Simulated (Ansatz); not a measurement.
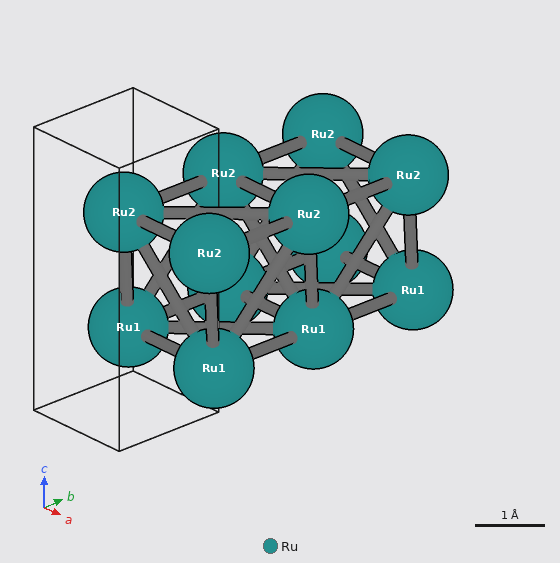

Reference structure: a crystal of Ru (set up in P6_3/mmc). The picture is a ball-and-stick view of the cell of the calculation, repeated 2 × 3 × 1 with one cell outlined, seen slightly off an axis.

Method: DFT PBE, scalar-relativistic, plane waves, PAW in Ansatz 0.2.0. (plane-wave cutoff 420 eV; occupations gaussian; smearing width 0.1 eV; no spin polarisation) The k-mesh is chosen for each cell (18×18×10, 18×18×8).

Now this is done to it. Every ruthenium atom is replaced by hafnium, which gives Hf. Cell and atoms are relaxed again (to zero pressure within 0.1 GPa, forces under 0.01 eV/Å).

The input:
```yaml
crystal:
  lattice:
    - [3.2037250273, 0.0, 0.0]
    - [-1.6018625136, 2.7745072604, 0.0]
    - [0.0, 0.0, 5.0935769126]
  atoms:
    - { symbol: Hf, position: [0.3333333333, 0.6666666667, 0.25] }
    - { symbol: Hf, position: [0.6666666667, 0.3333333333, 0.75] }
basis:
  ecutwfc: 420
kpoints:
  mp_grid: { grid: [18, 18, 8] }
hamiltonian:
  xc: pbe
scf:
  occupations: { method: gaussian, width: 0.1 }
output:
  forces: true
  stress: true
  eigenvalues: true
relax:
  adjacent_minimum: "off"
  f_tol: 0.01
  max_steps: 60
  cell: { stress_tol: 0.1 }
```

Command:
```bash
ansatz run input.yaml --threads 1 --pin off --max-ram 2560MiB --backend cpu --events-out ev --progress --plain --runs-dir out
```

### Predict the response.

The volume per atom goes from 13.77 to 22.53 Å³. The volume changes by +63.7 %, with a = b 2.720 → 3.204 Å (+17.8 %), c 4.297 → 5.068 Å (+18.0 %). The space group stays P6_3/mmc (No. 194).

The changed structure in the same view:

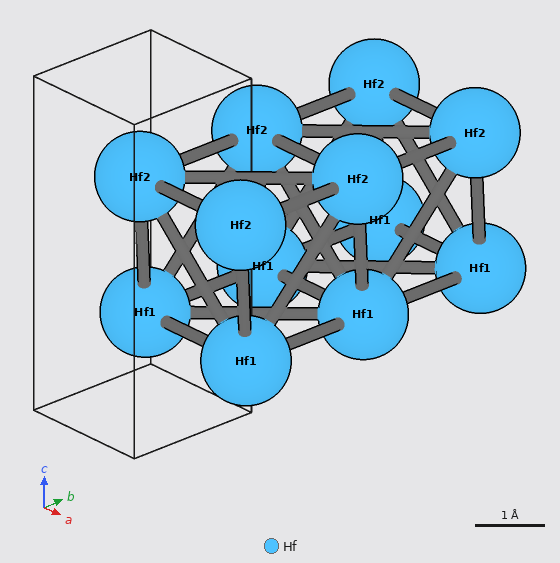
